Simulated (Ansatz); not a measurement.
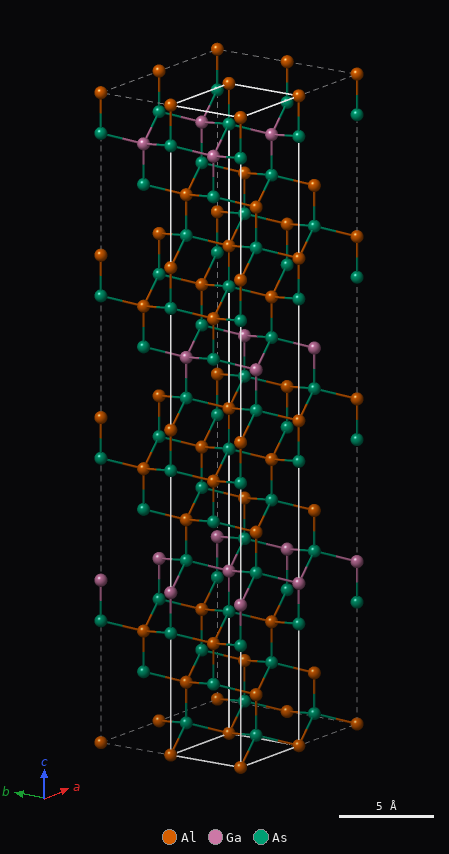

This ball-and-stick model is shown from a general direction. The picture spans 2×2×1 cells, one conventional unit cell being drawn with solid lines.

Al3GaAs4, space group R3m (No. 160), a = 4.01 Å, b = 4.01 Å, c = 39.29 Å, α = 90.00°, β = 90.00°, γ = 120.00°.

Computational set-up: Ansatz, DFT, PBE, plane waves, PAW, a basis cut at 420 eV, k-points about 0.23 Å⁻¹ apart, Fermi-Dirac smearing of 0.02 eV, no spin polarisation.

> What is the electronic character?

A semiconductor at this level, with a gap of 1.23 eV, direct.

> What is the pressure at this volume?

The computed pressure is 2.1 GPa (compressed: it would expand).

Starting structure: a structure type filled with these elements by a generator (whether the compound takes this form wasn't checked). Earlier steps of the study, as a rule a relaxation of our own, may have changed the cell and positions, so they can lie some per cent off the listed ones. Ansatz was used for an electronic-structure calculation on it.
